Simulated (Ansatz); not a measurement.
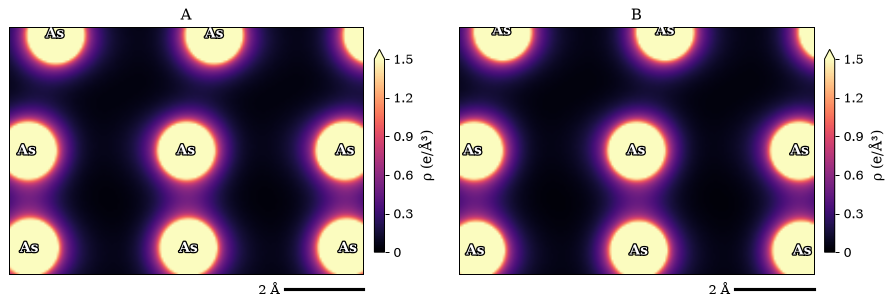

As. The valence charge density (pseudo) of two cells that differ in size, on the (011̄) plane of each (indices in the axes of the calculation cell), at one length scale and on one colour scale; one has 20.9 and the other 22.6 Å³ an atom.

The calculation used Ansatz, DFT, LDA, PAW with Ansatz's default frozen-core files, scalar-relativistic.

The density is the valence pseudo-density of a PAW calculation; it isn't the true density close to the nuclei.

The larger cell:

```yaml
crystal:
  lattice:
    - [1.91662, 1.10656, 3.55414]
    - [-1.91662, 1.10656, 3.55414]
    - [0.00000, -2.21312, 3.55414]
  atoms:
    - { symbol: As, position: [0.22754, 0.22754, 0.22754] }
    - { symbol: As, position: [0.77246, 0.77246, 0.77246] }
```

The smaller cell: a = 4.079 Å, b = 4.079 Å, c = 4.079 Å, α = 54.49°, β = 54.49°, γ = 54.49°.

> Which is the denser cell? Describe the effect of the change.

Panel A is the smaller cell, by 8 % in volume. From the larger cell to the smaller, As–As goes from 2.57 to 2.50 Å, and the density at its midpoint from 0.46 to 0.51 e/Å³; the pressure goes from −5 to 0.1 GPa.
